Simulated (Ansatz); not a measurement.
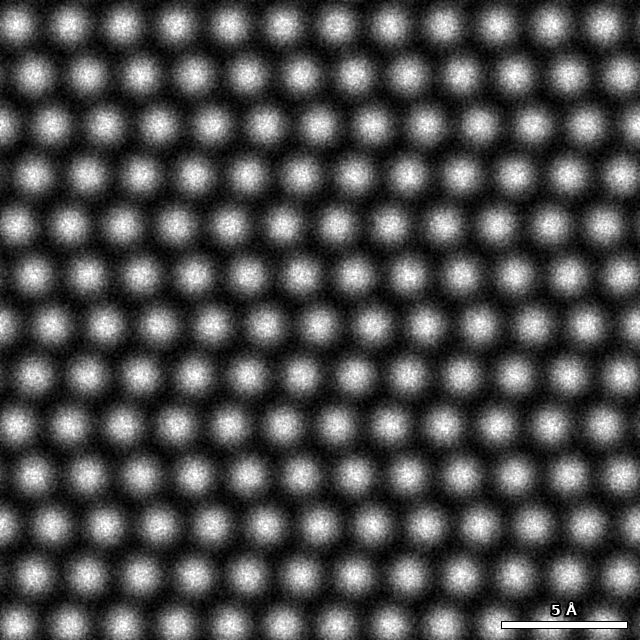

HAADF-like image of Co. Simulation: incoherent imaging, intensity Z^1.6 per atom, probe width 1.20 Å, thin sample. Shot noise was added.

Q: What two-dimensional lattice does the image show, and how large is its cell?

A: The pattern repeats on a rectangular net of 2.2 × 8.1 Å.

Q: What is the plane group of the image?

A: p2mg: mirror lines in one direction, glide lines across them, twofold points on the glide lines.

Q: How many columns does the smallest repeating cell hold, and how many levels of brightness?

A: 4 columns in the primitive cell of 17.5 Å², all of one brightness.

The crystal is Co (P6_3/mmc, No. 194) seen along [100]. Structure: coordinates from a relaxation with Ansatz, DFT PBE, scalar-relativistic, plane waves, PAW; the starting structure was generated, so it need not be a known form of this composition.
